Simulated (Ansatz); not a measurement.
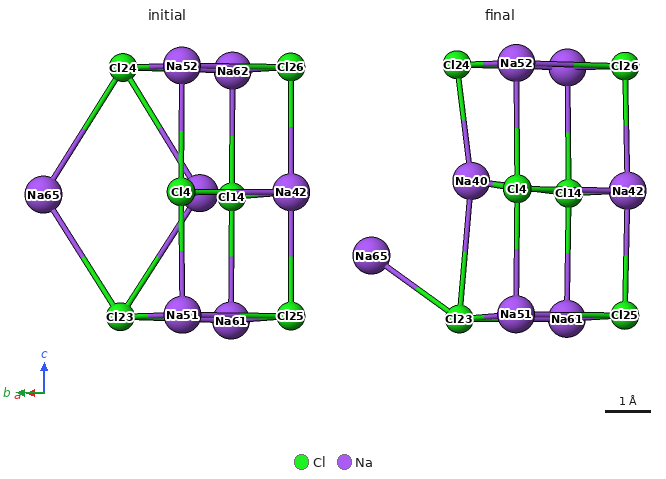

The structure of a defect cell of composition Cl₃₂Na₃₃ before (left) and after (right) a relaxation, at one scale.

The picture is a ball-and-stick view of the atoms within 4.2 Å of the atom that moves most (axes of the cell of the calculation (origin shifted)), seen from a free direction.

Computed with DFT, PBEsol, PAW, plane waves in Ansatz. Settings: plane-wave cutoff 420 eV; k-point mesh 1 × 1 × 1; mesh shifted by (0.25, 0.25, 0.25); collinear spin; atoms relaxed in a fixed cell; force threshold 0.03 eV/Å; at most 80 steps.

Describe what moved and what it gained.

Answer. Na40 moves most: 1.47 Å along [3 3 1]. Largest moves by element: Na 1.47 Å, Cl 0.16 Å. The lattice vectors keep their values. Near-neighbour distances that change, for instance: Na40–Na42 2.132 → 3.668 Å, Cl24–Na65 3.398 → 4.714 Å, Na40–Na65 3.670 → 2.865 Å, Cl23–Na65 3.291 → 2.512 Å. Among the angles between lasting bonds that change: Cl4–Na40–Cl14 171.2° → 99.8°, Cl4–Na40–Cl23 92.7° → 88.1°, Cl14–Na40–Cl23 91.0° → 88.1°. Over 14 geometry steps the energy falls by 6.247 eV per cell of the calculation. Largest force component: 4.8 eV/Å at the start, 0.0078 eV/Å at the end. The run took 12 s on 1 × NVIDIA GB200 with 8 threads of Arm Neoverse-V2, peak memory 2 GiB.
